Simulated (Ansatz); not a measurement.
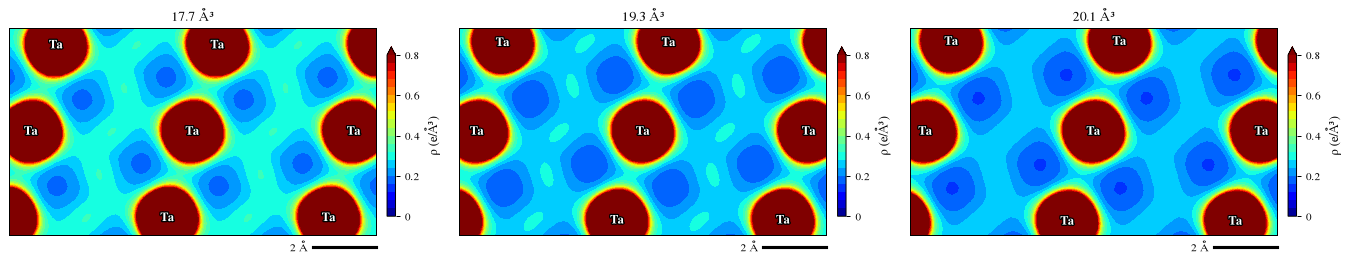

Ta. The valence charge density (pseudo) of cells scaled evenly to different volumes (given per atom above each panel), on the (001) plane of each (indices in the axes of the cell below), at one length scale and on one colour scale.

A generated structure, not necessarily the stable one.

All numbers below come from DFT, BLYP, plane waves (420 eV) with PAW, scalar-relativistic in Ansatz 0.2.0.

In a PAW calculation such maps are meaningful between the atoms, not at the nuclei.

The largest cell:

```
Ta
1.0
    -3.70123    3.70189    1.51791
     3.70189   -3.70123    1.51791
     1.92091    1.92091   -1.51669
Ta
2
Direct
  0.99995 0.00005 0.00000
  0.75005 0.24995 0.50000
```

| volume (Å³/atom) | Ta–Ta contact in the plane (Å) | ρ at its midpoint (e/Å³) | 
| --- | --- | --- |
| 17.73 | 2.843 | 0.321 | 
| 19.28 | 2.923 | 0.290 | 
| 20.05 | 2.962 | 0.277 | 
| 20.82 | 2.999 | ? | 
| 21.59 | 3.036 | 0.253 | 

Q: What values belong in the row with question marks?

A: Over the known rows ln ρ falls by 1.23 per Å of Ta–Ta distance (a least-squares line), which gives 0.265 e/Å³ at 2.999 Å; the calculation gives 0.265 e/Å³.
